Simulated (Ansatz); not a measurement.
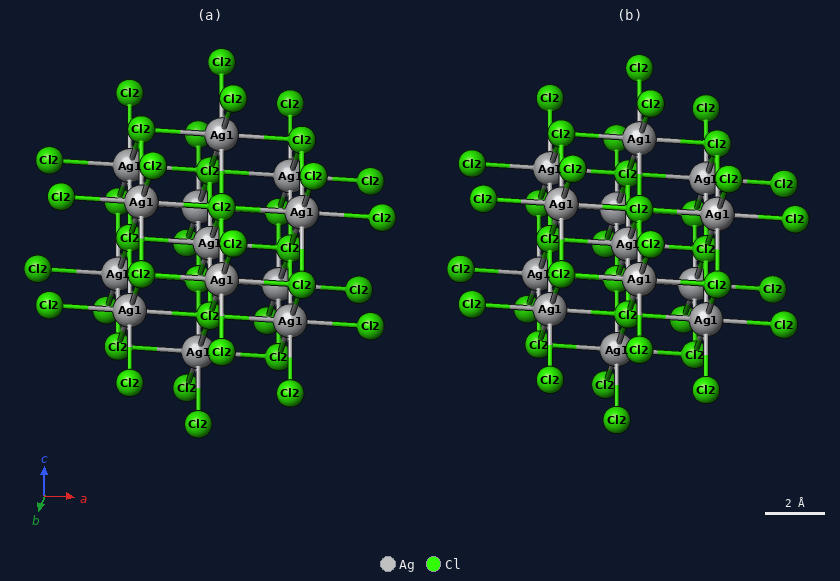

Left: a symmetric starting cell of AgCl. Right: the same structure after one change, at the same scale. A ball-and-stick model of the conventional cell (4 times the calculation's cell), seen from a free direction. Lengths and directions refer to the drawn axes.

Theory: DFT PBEsol, scalar-relativistic, plane waves, PAW in Ansatz 0.2.0. Settings: plane-wave cutoff 420 eV; k-point mesh 8 × 8 × 8; occupations gaussian; smearing width 0.02 eV; no spin polarisation.

### What was changed?

All lengths are scaled by −2.8 % (volume −8.3 %), the atoms keeping their fractional coordinates. No relaxation follows. The starting cell wasn't computed here and needn't be at equilibrium, so pressure and forces aren't due to the change alone.

### What does the change do?

The pressure is 2.0 GPa (not all of it need come from the change, since the unchanged cell can be under pressure at this level too). All forces vanish by symmetry. Among the bonded contacts that change: Ag–Cl 2.773 → 2.694 Å. The space group stays Fm-3m (No. 225).
